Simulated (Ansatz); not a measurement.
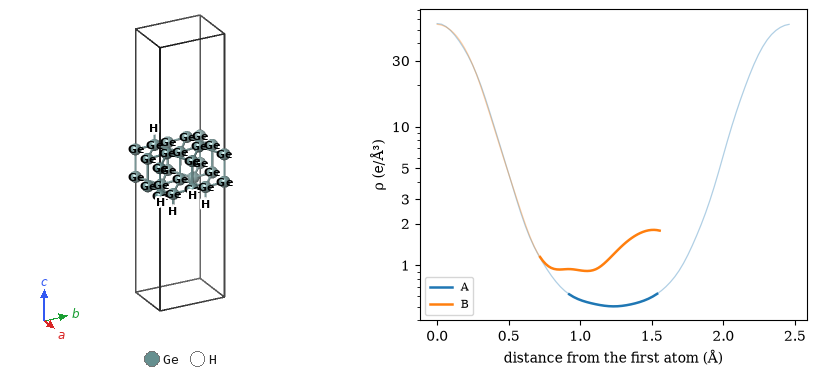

Figure. Ge16H5 (slab). Valence pseudo-density along straight lines between neighbouring atoms. Thin, pale parts lie inside the atomic spheres. The structure is drawn too.

Spin-polarised.

Level of theory: DFT PBE+D3(BJ), scalar-relativistic, plane waves, PAW (Ansatz 0.2.0).

Core electrons are frozen (PAW), and the valence fields are smoothed inside the atomic spheres.

Q: Which curve belongs to which contact (Ge–Ge and Ge–H)? The first atom named is at distance zero.

A: Curve A: Ge–Ge (2.46 Å): ρ is about 0.5 e/Å³ halfway. Curve B: Ge–H (1.55 Å): ρ is about 0.98 e/Å³ halfway.
